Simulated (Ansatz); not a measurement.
**Al$_{3}$GaN$_{4}$: density, localisation and related maps**

```
Al Ga N
1.0
     4.40124    0.00000    0.00000
     0.00000    0.00000   -4.40124
     0.00000    4.40124    0.00000
Al Ga N
3 1 4
Cartesian
  2.2006 2.1556 0.0000
  2.2006 0.0000 -2.2006
  0.0000 2.2456 -2.2006
  0.0000 0.0000 0.0000
  3.2619 3.2765 -3.2912
  3.2912 1.1247 -1.1393
  1.1393 3.2765 -1.1101
  1.1101 1.1247 -3.2619
```

Space group P-4; a structure from a database of computed crystals, not necessarily the ambient phase; not relaxed (largest force 0.5 eV/Å).

Computed with DFT r2SCAN, scalar-relativistic, plane waves, PAW in Ansatz.

The density is the valence pseudo-density of a PAW calculation; it isn't the true density close to the nuclei.

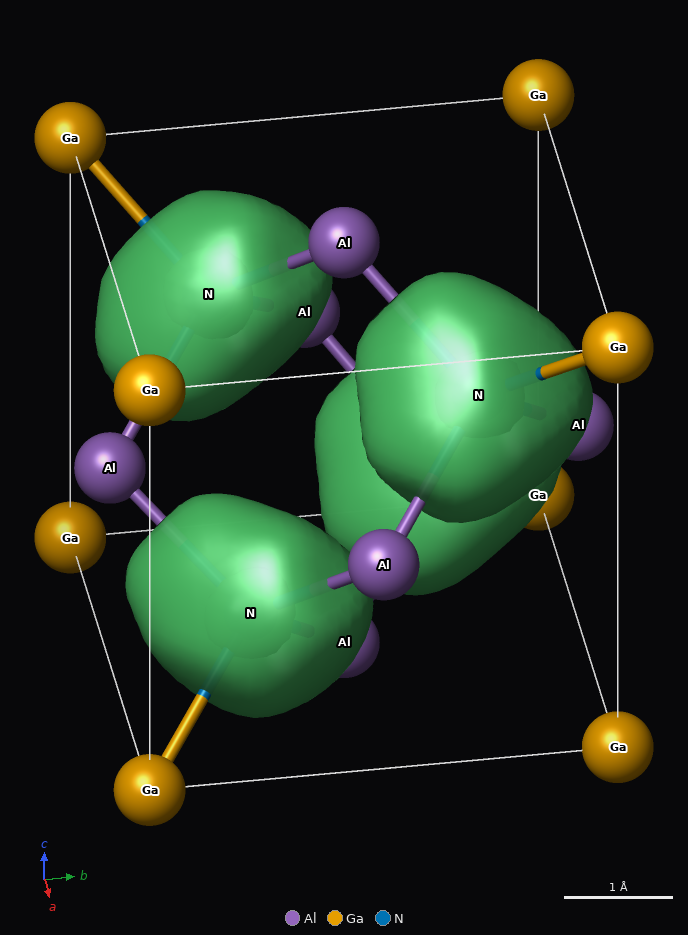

Figure 1. Isosurface of the ELF at 0.65 (green), seen at an oblique angle. Only the valence region is drawn (cores and ρ < 0.01 e/Å³ removed). Sticks mark near contacts.

**Identify the bonds, lone pairs and shells in this picture.**

At this value the surface marks out four regions on N in which the atom's valence shell and bonds are merged, counted in one cell of 8 atoms. Regions shared between cells count once. Profiles from the grid: Al–N (1.88 Å): the ELF peaks at about 0.90 between the atoms (a shared but strongly polarised pair). Ga–N (1.95 Å): the ELF peaks at about 0.85 in the valence shell of N, 0.7 Å from its nucleus, and is about 0.45 at the midpoint.

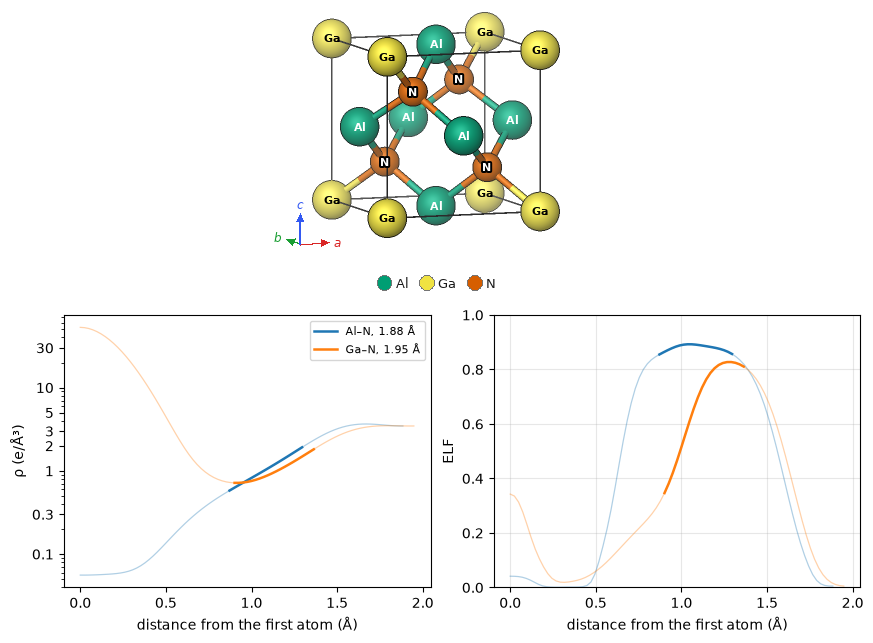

Figure 2. Valence electron density and electron localisation function along straight lines between neighbouring atoms. Thin, pale parts lie inside the atomic spheres. The structure is drawn too.

**Compare the contacts.**

Al–N (1.88 Å): ρ is about 0.7 e/Å³ halfway; the ELF peaks at about 0.90 between the atoms: a shared but strongly polarised pair.
Ga–N (1.95 Å): the density is about 0.74 e/Å³ at the midpoint; the ELF peaks at about 0.85 in the valence shell of N, 0.7 Å from its nucleus, and is about 0.45 at the midpoint.

**Metal or insulator at this level of theory?**

It is gapped, with a Kohn–Sham gap of 4.0 eV on the k-point mesh, an upper bound to the gap of this method.
